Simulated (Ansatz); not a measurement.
```
CELL_PARAMETERS angstrom
3.13313 0.00000 0.00000
-1.56657 2.71337 0.00000
0.00000 0.00000 5.22036
ATOMIC_POSITIONS crystal
Mg 0.66667 0.33333 0.75000
Mg 0.33333 0.66667 0.25000
```

Space group P6₃/mmc.

These are results of Kohn-Sham DFT of a periodic cell, r2SCAN with D3(BJ)-ATM, Ansatz PAW in Ansatz 0.2.0, not measurements.

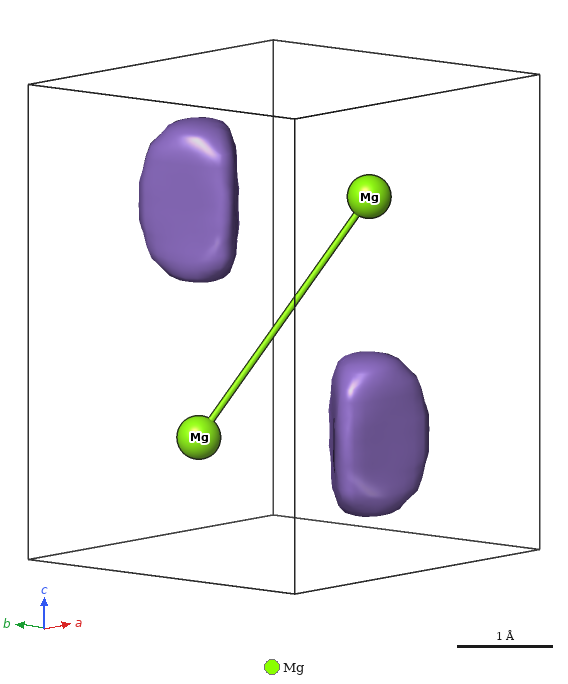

Mg. Isosurface of the ELF at 0.65 (purple), seen at an oblique angle. Core shells and regions of very low density are left out. Sticks mark near contacts.

### What do the ELF domains correspond to?

The ELF exceeds this value in two pockets between the atoms, centred on no nucleus (multi-centre or interstitial), counted in one cell of 2 atoms. Regions shared between cells count once. There are no localised bonds or lone pairs at this value. Profiles from the grid: Mg–Mg (3.13 Å): the ELF reaches about 0.60 near the midpoint. Mg–Mg (3.18 Å): the ELF reaches about 0.55 near the midpoint.

### Metal or insulator at this level of theory?

It is metallic or semimetallic at this level of theory: no gap opens.
